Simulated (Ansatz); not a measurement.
## Electronic structure of Al5GaAs6 in real space

Input

```
crystal:
  lattice:
    - [4.0541471, 0.0, 0.0]
    - [0.0, 4.0541471, 0.0]
    - [0.0, 0.0, 17.1817152]
  atoms:
    - { symbol: Al, position: [0.0, 0.0, 0.666894] }
    - { symbol: Al, position: [0.5, 0.5, 0.833458] }
    - { symbol: Al, position: [0.0, 0.0, 0.0] }
    - { symbol: Al, position: [0.5, 0.5, 0.166542] }
    - { symbol: Al, position: [0.0, 0.0, 0.333106] }
    - { symbol: Ga, position: [0.5, 0.5, 0.5] }
    - { symbol: As, position: [0.5, 0.0, 0.916733] }
    - { symbol: As, position: [0.0, 0.5, 0.083267] }
    - { symbol: As, position: [0.5, 0.0, 0.249829] }
    - { symbol: As, position: [0.0, 0.5, 0.416049] }
    - { symbol: As, position: [0.5, 0.0, 0.583951] }
    - { symbol: As, position: [0.0, 0.5, 0.750171] }
basis:
  ecutwfc: 420
kpoints:
  mp_grid: { grid: [8, 8, 2] }
hamiltonian:
  xc: pbe
scf:
  occupations: { method: gaussian, width: 0.02 }
output:
  forces: true
  stress: true
  eigenvalues: true
  write_density: true
  write_potential: true
  elf: true
  volumetric_format: npy
relax:
  adjacent_minimum: "off"
  f_tol: 0.01
  max_steps: 80
  cell: { stress_tol: 0.05 }
```

Launched as:

```sh
ansatz run input.yaml --threads 4 --pin off --max-ram 8192MiB --backend cpu --events-out ev --progress --plain --runs-dir out
```

Below, planes, directions and counts refer to the conventional cell (a = 4.05 Å, b = 4.05 Å, c = 17.18 Å, α = 90.00°, β = 90.00°, γ = 90.00°).

Space group P-4m2; a structure generated by program, which may or may not match a known phase.

These are results of DFT PBE, scalar-relativistic, plane waves, PAW (Ansatz 0.2.0), not measurements.

In a PAW calculation such maps are meaningful between the atoms, not at the nuclei.

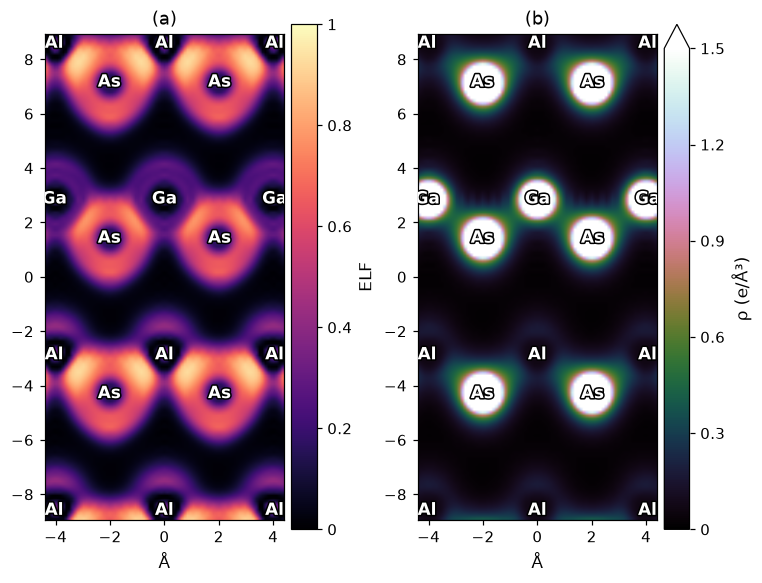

Figure 1. (a) electron localisation function; (b) valence charge density (pseudo) on the (010) plane of the conventional cell.

> Read the bonding off the picture.

The plane passes through Al, Ga and As nuclei.
Al–As (2.48 Å): ρ at the midpoint is about 0.46 e/Å³; the ELF peaks at about 0.95 between the atoms, as expected for localised, covalent bonding.
Ga–As (2.49 Å): ρ at the midpoint is about 0.47 e/Å³; the ELF peaks at about 0.80 between the atoms: a shared electron pair.
Between the atoms the lowest density in this plane is 0.01 e/Å³.

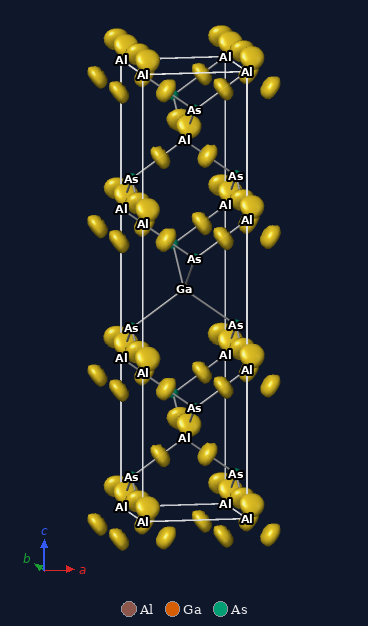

Figure 2. Isosurface of the ELF at 0.85 (yellow), seen slightly off an axis. Core shells and regions of very low density are left out. Sticks mark near contacts.

> Where are the electrons localised?

The surface consists of 20 regions between bonded Al–As atoms (shared pairs), counted in one cell of 12 atoms. Any copies at cell faces, edges or corners count once.

> Metal or insulator at this level of theory?

It is gapped, with a Kohn–Sham gap of 1.4 eV on the k-point mesh (the band edges may lie off the mesh, which would make the gap smaller).
